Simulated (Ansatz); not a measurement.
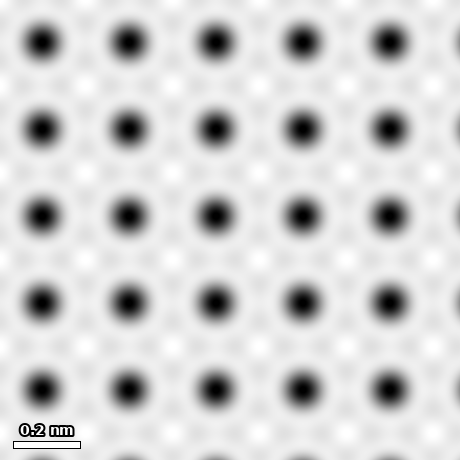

HRTEM-like image of Ti (Pm-3m, No. 221) along [001]. Simulated in the weak-phase-object approximation with neutral-atom potentials: 200 kV, Cs = 40 µm, defocus −120 Å (negative is underfocus), defocus spread 15 Å, aperture 0.96 1/Å. Model: the geometry relaxed with Ansatz 0.2.0, DFT, PBE, plane waves (420 eV) with PAW, scalar-relativistic; the starting structure was generated, so it need not be a known form of this composition.

**What point resolution do these settings give, and which lattice spacings pass?**

About 1.0 Å (0.66 |Cs|^(1/4) λ^(3/4) with λ = 0.0251 Å). The spacings that carry visible contrast are {100} at 2.65 Å, {110} at 1.87 Å, {200} at 1.32 Å, {210} at 1.18 Å.

**Do the atom columns appear dark or bright, and why?**

Dark. With positive Cs and underfocus sin χ is negative over the pass band, so the strongest columns (Ti) come out darker than the background.
